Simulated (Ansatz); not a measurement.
Be₂S

Input file:

```
crystal:
  lattice:
    - [0.0, 2.6640268767, 2.6640268767]
    - [2.6640268767, 0.0, 2.6640268767]
    - [2.6640268767, 2.6640268767, 0.0]
  atoms:
    - { symbol: Be, position: [0.75, 0.75, 0.75] }
    - { symbol: Be, position: [0.25, 0.25, 0.25] }
    - { symbol: S, position: [0.0, 0.0, 0.0] }
basis:
  ecutwfc: 420
kpoints:
  mp_grid: { grid: [14, 14, 14] }
hamiltonian:
  xc: pbe
scf:
  occupations: { method: gaussian, width: 0.1 }
output:
  forces: true
  stress: true
  eigenvalues: true
  write_density: true
  write_potential: true
  elf: true
  volumetric_format: npy
relax:
  adjacent_minimum: "off"
  f_tol: 0.01
  max_steps: 60
  cell: { stress_tol: 0.1 }
```

Run with:

```sh
ansatz run input.yaml --threads 1 --pin off --max-ram 1331MiB --backend cpu --events-out ev --progress --plain --runs-dir out
```

Below, planes, directions and counts refer to the conventional cell (a = 5.34 Å, b = 5.34 Å, c = 5.34 Å, α = 90.00°, β = 90.00°, γ = 90.00°).

The fields are those of the run's last geometry, not of the input's.

Space group Fm-3m; a structure from a database of computed crystals, not necessarily the ambient phase.

Theory: DFT PBE, scalar-relativistic, plane waves, PAW in Ansatz.

The density is the valence pseudo-density of a PAW calculation; it isn't the true density close to the nuclei.

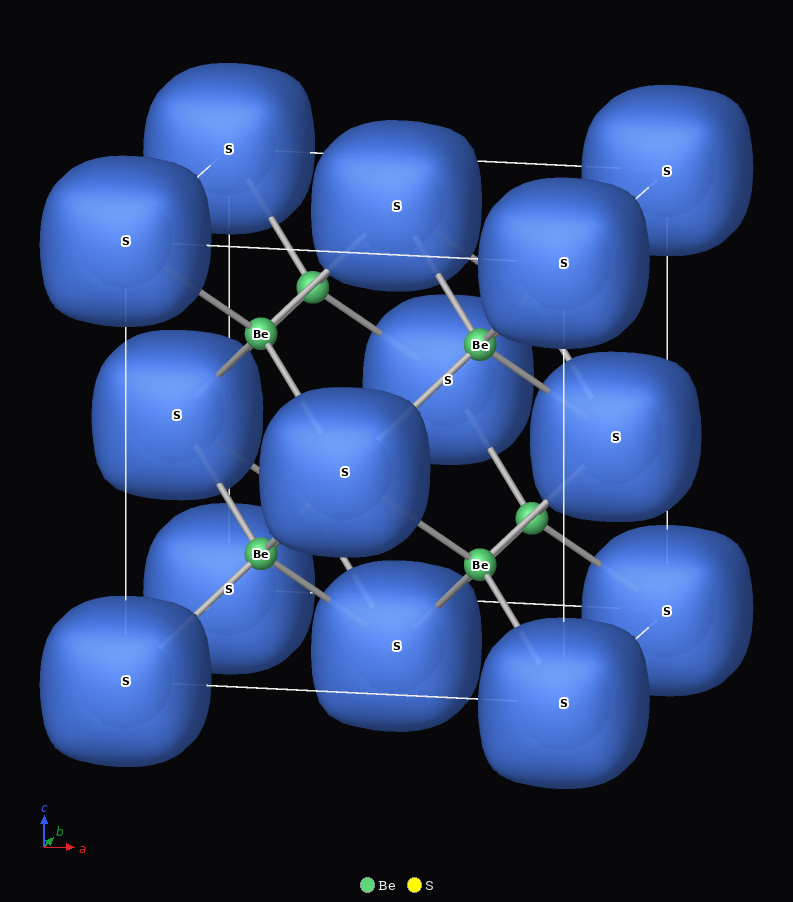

Figure 1. Isosurface of the ELF at 0.7 (blue), seen slightly off an axis. Core shells and regions of very low density are left out. Sticks mark near contacts.

Q: What do the ELF domains correspond to?

A: At this value the surface marks out four regions wrapped around S (the valence shell of each), counted in one cell of 12 atoms. Any copies at cell faces, edges or corners count once.


Be–S (2.31 Å): the ELF peaks at about 0.85 in the valence shell of S, 0.8 Å from its nucleus, and is about 0.70 at the midpoint.

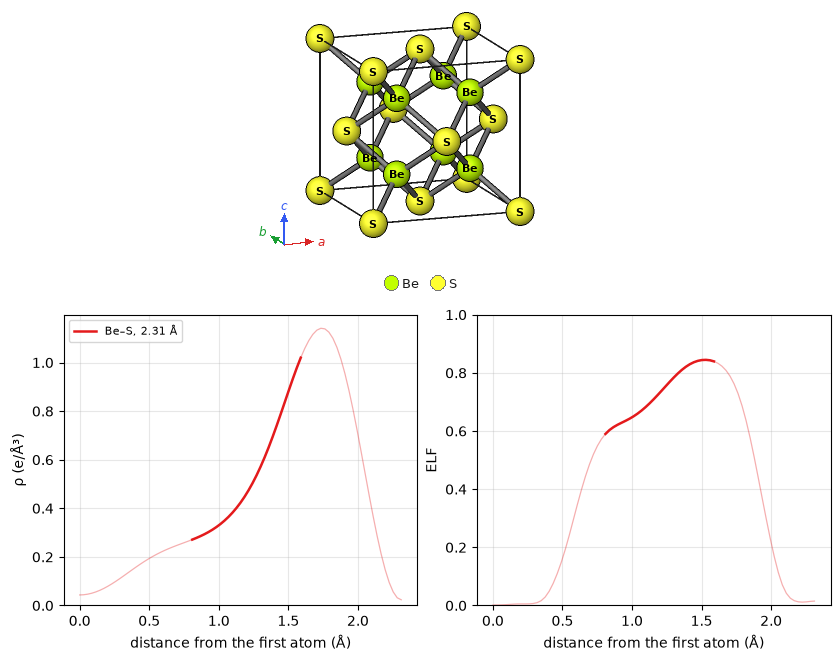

Figure 2. Valence pseudo-density and electron localisation function along straight lines between neighbouring atoms. Thin, pale parts lie inside the atomic spheres. The structure is drawn too.

Q: What can be read from the curves?

A: Be–S (2.31 Å): ρ at the midpoint is about 0.42 e/Å³; the ELF peaks at about 0.85 in the valence shell of S, 0.8 Å from its nucleus, and is about 0.70 at the midpoint.

Q: Does the calculation make it a metal, or give it a gap?

A: It is metallic or semimetallic at this level of theory: no gap opens.
